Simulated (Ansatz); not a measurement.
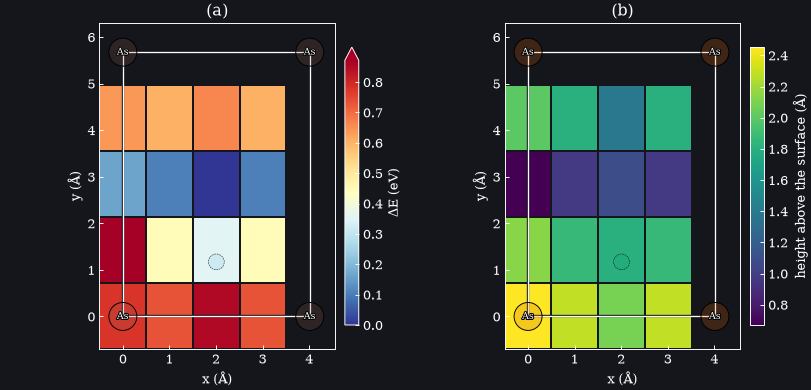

Br on an AlAs(110) slab cut from the F-43m phase (8 atoms of substrate and one adsorbate in a 1 × 1 cell). One Br atom a 1 × 1 cell is placed over a mesh of places on the rigid (1 1 0) surface, and only its height is relaxed. Places are given modulo a cell vector. The map is drawn in real space over the plane of the surface. The grid has 4 × 4 points. Energies: eV, counted from the lowest grid point. The relaxed height changes by up to 1.5 Å between neighbouring points. With one adsorbate in each 1 × 1 cell, its nearest image is 4.0 Å away, so neighbouring adsorbates interact. Method: DFT PBEsol, scalar-relativistic, plane waves, PAW (Ansatz).

Panel (a) is the energy and panel (b) the computed height above the surface on the same grid.

In the figure: one coloured cell a grid point, labelled circles for the atoms of the top layer and small ones for the second layer, the outline of one cell of the plane, one colour for all values above the top of the scale.

Q: How does the height above the surface vary over the map, and what is it at the lowest grid point?

A: It runs from 0.67 Å at the trough between two rows of top atoms, (0/4, 2/4) of the cell vectors to 2.45 Å at the top site over a surface As atom, (0/4, 0/4) of the cell vectors. At the lowest grid point, a fourfold hollow, (2/4, 2/4) of the cell vectors, it is 1.09 Å.
